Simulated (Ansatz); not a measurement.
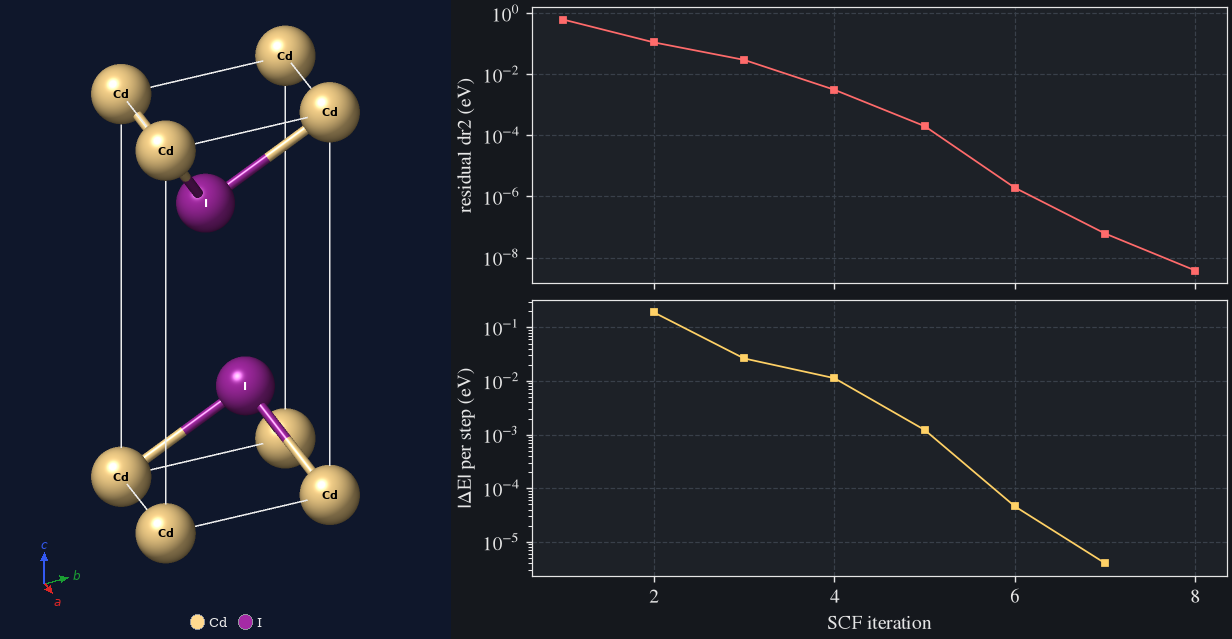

Beside the plot: the structure in its conventional cell.

The plot shows the SCF iterations of a calculation: density residual dr2, step-to-step change of the Harris–Foulkes energy. Energy differences below 3 × 10⁻⁶ eV aren't drawn. The starting density is a sum of atomic densities corrected by a trained network.

CdI2 (3 atoms in the cell), run with Ansatz.

```
crystal:
  lattice:
    - [4.329711828365, 0.0, 0.0]
    - [-2.164855914183, 3.74964043443, 0.0]
    - [0.0, 0.0, 7.8151329916]
  atoms:
    - { symbol: Cd, position: [0.0, 0.0, 0.0] }
    - { symbol: I, position: [0.3333333333333, 0.6666666666667, 0.2199462841] }
    - { symbol: I, position: [0.6666666666667, 0.3333333333333, 0.7800537159] }
basis:
  ecutwfc: 420
  ecutrho_ratio: 4
kpoints:
  mp_grid: { grid: [10, 10, 6] }
hamiltonian:
  xc: pbe
scf:
  occupations: { method: methfessel_paxton, width: 5.0 }
  max_iter: 50
output:
  forces: true
  stress: true
```

Run as:
```bash
ansatz run input.yaml --threads 4 --pin off --max-ram 7168MiB --backend cpu --events-out ev --progress --plain --runs-dir out
```

Q: Did the calculation converge?

A: Converged, in 8 iterations. The residual falls at every step. From the first spectrum the program read the system as a metal and chose the LDOS preconditioner.

Q: Is anything amiss with this input?

A: The input holds a fault (a smearing of electronvolts). The SCF closed all the same, which doesn't make the results meaningful for the real system.
